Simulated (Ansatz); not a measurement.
**Al16P15 (cell with a defect): density, localisation and related maps**

Input

```
crystal:
  lattice:
    - [-5.5073398843, 5.5073398843, -5.5073398843]
    - [5.5073398843, -5.5073398843, -5.5073398843]
    - [-5.5073398843, -5.5073398843, 5.5073398843]
  atoms:
    - { symbol: Al, position: [0.5, 0.25, 0.25], spin: 0.25 }
    - { symbol: Al, position: [0.25, 0.25, 0.5] }
    - { symbol: Al, position: [0.0, 0.25, 0.75] }
    - { symbol: Al, position: [0.75, 0.0, 0.25], spin: 0.25 }
    - { symbol: Al, position: [0.75, 0.25, 0.0] }
    - { symbol: Al, position: [0.5, 0.0, 0.5], spin: 0.25 }
    - { symbol: Al, position: [0.25, 0.0, 0.75] }
    - { symbol: Al, position: [0.0, 0.75, 0.25] }
    - { symbol: Al, position: [1.0, 1.0, 1.0] }
    - { symbol: Al, position: [0.75, 0.75, 0.5] }
    - { symbol: Al, position: [0.5, 0.75, 0.75] }
    - { symbol: Al, position: [0.25, 0.5, 0.25] }
    - { symbol: Al, position: [0.25, 0.75, 0.0], spin: 0.25 }
    - { symbol: Al, position: [0.0, 0.5, 0.5] }
    - { symbol: Al, position: [0.75, 0.5, 0.75] }
    - { symbol: Al, position: [0.5, 0.5, 0.0] }
    - { symbol: P, position: [0.25, 0.0, 0.5] }
    - { symbol: P, position: [0.0, 0.0, 0.75] }
    - { symbol: P, position: [0.75, 0.75, 0.25] }
    - { symbol: P, position: [0.75, 0.0, 0.0] }
    - { symbol: P, position: [0.5, 0.75, 0.5] }
    - { symbol: P, position: [0.25, 0.75, 0.75] }
    - { symbol: P, position: [0.0, 0.5, 0.25] }
    - { symbol: P, position: [0.0, 0.75, 0.0] }
    - { symbol: P, position: [0.75, 0.5, 0.5] }
    - { symbol: P, position: [0.5, 0.5, 0.75] }
    - { symbol: P, position: [0.25, 0.25, 0.25] }
    - { symbol: P, position: [0.25, 0.5, 0.0] }
    - { symbol: P, position: [0.0, 0.25, 0.5] }
    - { symbol: P, position: [0.75, 0.25, 0.75] }
    - { symbol: P, position: [0.5, 0.25, 0.0] }
  host:
    lattice:
      - [0.0, 2.7536699422, 2.7536699422]
      - [2.7536699422, 0.0, 2.7536699422]
      - [2.7536699422, 2.7536699422, 0.0]
    atoms:
      - { symbol: Al, position: [0.0, 0.0, 0.0] }
      - { symbol: P, position: [0.75, 0.75, 0.75] }
basis:
  ecutwfc: 420
  xc_grid: 2
kpoints:
  mp_grid: { grid: [2, 2, 2], shift: [0.5, 0.5, 0.5] }
hamiltonian:
  xc: pbe
scf:
  occupations: { method: gaussian, width: 0.01 }
output:
  forces: true
  stress: false
  eigenvalues: true
  populations: true
  charged_corrections:
    defect_position: [0.5, 0.0, 0.25]
    epsilon: [[10.3826, 0.0, 0.0], [0.0, 10.3826, 0.0], [0.0, 0.0, 10.3826]]
  write_density: true
  write_potential: true
  elf: true
  volumetric_format: npy
magnetization:
  spin_polarized: true
relax:
  adjacent_minimum: "off"
  f_tol: 0.025
  max_steps: 45
```

Run with:

```sh
ansatz run input.yaml --threads 4 --pin off --max-ram 6144MiB --backend cpu --events-out ev --progress --plain --runs-dir out
```

The fields are those of the relaxed geometry.

Spin-polarised.

All numbers below come from DFT PBE, scalar-relativistic, plane waves, PAW in Ansatz.

In a PAW calculation such maps are meaningful between the atoms, not at the nuclei.

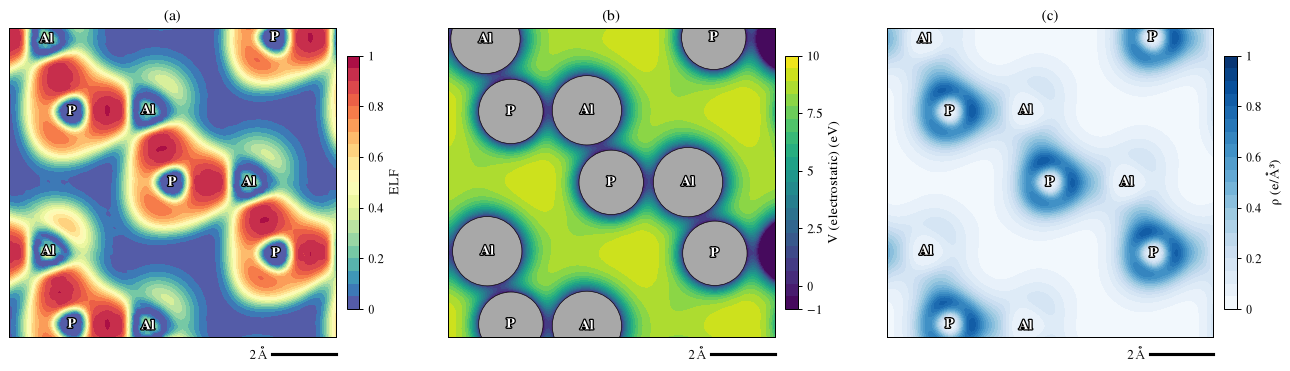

Figure 1. (a) ELF; (b) electrostatic potential (local pseudopotential plus Hartree) felt by an electron; (c) valence charge density (pseudo) on the (010) plane of the calculation cell. Grey discs cover the atomic cores in the potential map.

**What do the fields say about this system?**

The plane passes through Al and P nuclei.
Al–P (2.41 Å): ρ at the midpoint is about 0.49 e/Å³; the ELF peaks at about 0.95 between the atoms.
Between the atoms the lowest density in this plane is 0.02 e/Å³.
Outside the cores the potential energy rises away from the atoms and is highest about 2.2 Å from the nearest atoms; its zero is arbitrary.

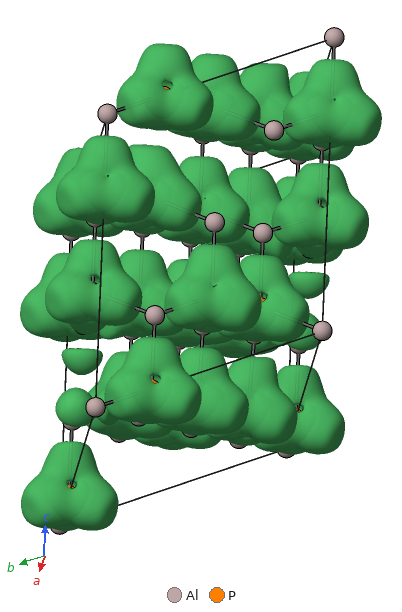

Figure 2. Isosurface of the ELF at 0.7 (green), seen at an oblique angle. Only the valence region is drawn (cores and ρ < 0.01 e/Å³ removed). Sticks mark near contacts.

**Where are the electrons localised?**

The surface consists of 15 regions on P in which the atom's valence shell and bonds are merged and four pockets between the atoms, centred on no nucleus (multi-centre or interstitial), counted in one cell of 31 atoms. Regions shared between cells count once. Along the contacts the grid gives the following. Al–P (2.38 Å): the ELF peaks at about 0.95 between the atoms.

**Metal or insulator at this level of theory?**

It is gapless in this calculation (a metal or semimetal).
